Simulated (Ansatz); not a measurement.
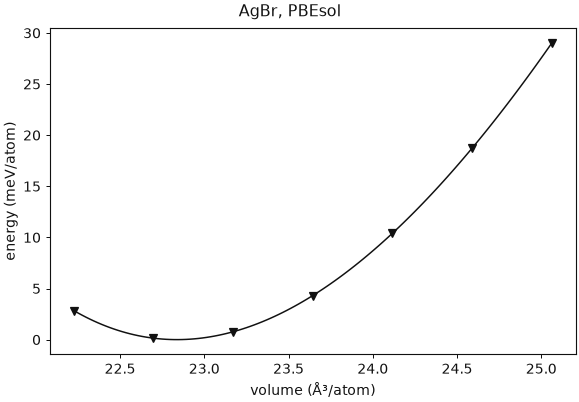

How it was computed, with Ansatz 0.2.0: all-electron LAPW DFT, no spin polarisation; energies at scaled volumes of the given cell, shape and fractions fixed, counted from the fit's minimum, third-order Birch-Murnaghan fit. Level: PBEsol.

k mesh 8×8×8; occupations Fermi–Dirac; smearing width 0.05 eV; potentials all electron LAPW, scalar relativistic; program settings basis error eV/atom 0.001.

Cell as given: a = 4.059 Å, b = 4.059 Å, c = 4.059 Å, α = 60.00°, β = 60.00°, γ = 60.00°; 2 atoms.

**Figure.** Energy against volume for AgBr, space group Fm-3m (No. 225).

A third-order Birch–Murnaghan fit gives V0 = 22.84 Å³/atom, B0 = 52.3 GPa and B′ = 5.4. The energy is 2.85 meV/atom at volume 22.23 Å³/atom and 29.02 meV/atom at 25.06 Å³/atom; the lowest computed point is at volume 22.70 Å³/atom (0.14 meV/atom), and no other minimum shows.
